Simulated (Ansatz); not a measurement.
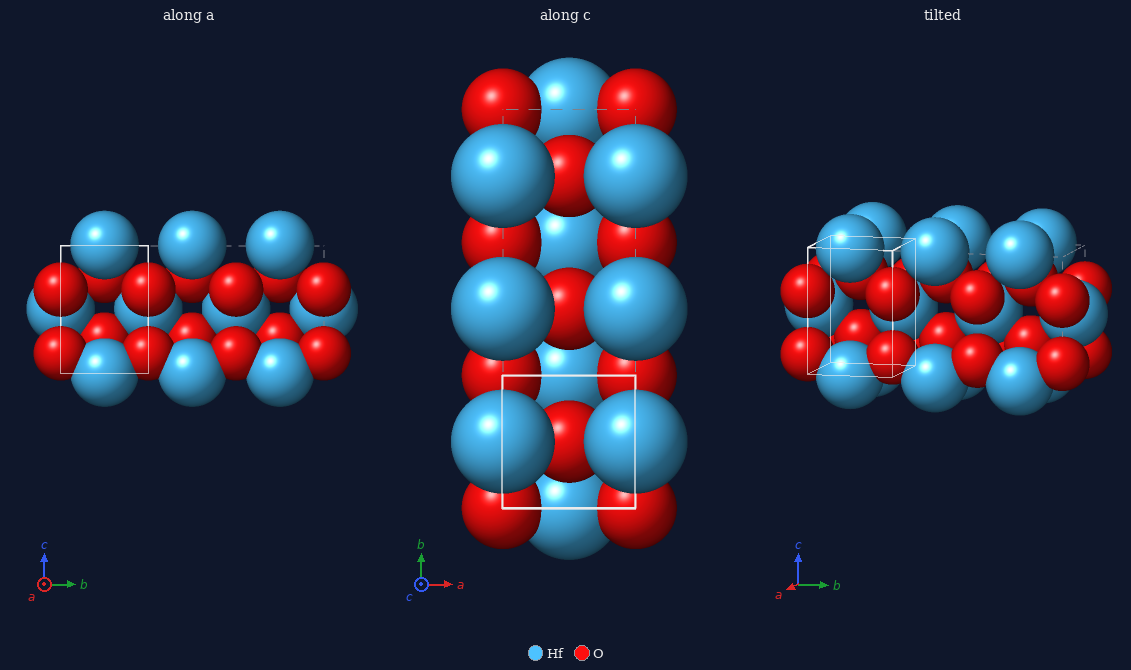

The figure gives a space-filling picture of the atoms, viewed along the a axis, along the c axis and slightly off an axis. One conventional unit cell is drawn solid; the view covers 1×3×1 cells.

- The material is HfO2.
- It belongs to space group P4_2mc (No. 105) and has a primitive tetragonal lattice.
- There are 6 atoms in the cell: 2 Hf, 4 O.

The cell started as a structure listed in the Materials Project. The cell was then strained or its atoms displaced on purpose. A calculation with Ansatz used it as input.

At this level of theory the run's own cell isn't at rest (compressed, at 6 GPa and forces up to 2.3 eV/Å), so its distances can differ from those at equilibrium, the more so the softer the solid.
